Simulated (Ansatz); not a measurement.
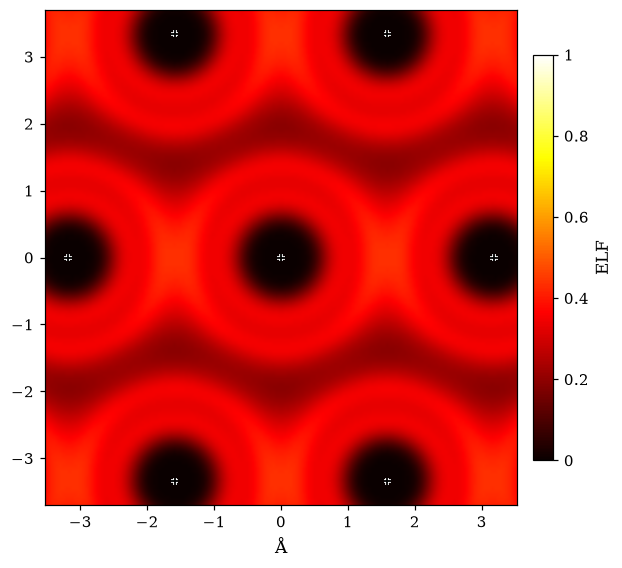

The electron localisation function on a plane through atoms (crosses mark nuclei in the plane).

These are results of Ansatz, DFT, PBE, PAW with Ansatz's default frozen-core files, scalar-relativistic, not measurements.

Candidates:
A. ZrO$_{2}$, a = 3.58 Å, b = 3.58 Å, c = 5.16 Å, α = 90.00°, β = 90.00°, γ = 90.00°. Space group P4₂/nmc; computed pressure about 8 GPa in this cell.
B. C, a = 2.47 Å, b = 2.47 Å, c = 4.03 Å, α = 90.00°, β = 90.00°, γ = 120.00°. Space group P6₃/mmc; computed pressure about 34 GPa in this cell.
C. Sn, a = 3.18 Å, b = 3.18 Å, c = 5.89 Å, α = 90.00°, β = 90.00°, γ = 90.00°. Space group I4/mmm; changed on purpose from its base cell (zz strain of +1 %, PAW files).

**Which candidate gave the map?**

Candidate C: Sn on the (101̄) plane of the conventional cell, which holds Sn. Sn–Sn (3.18 Å): the ELF is about 0.45 at the midpoint.
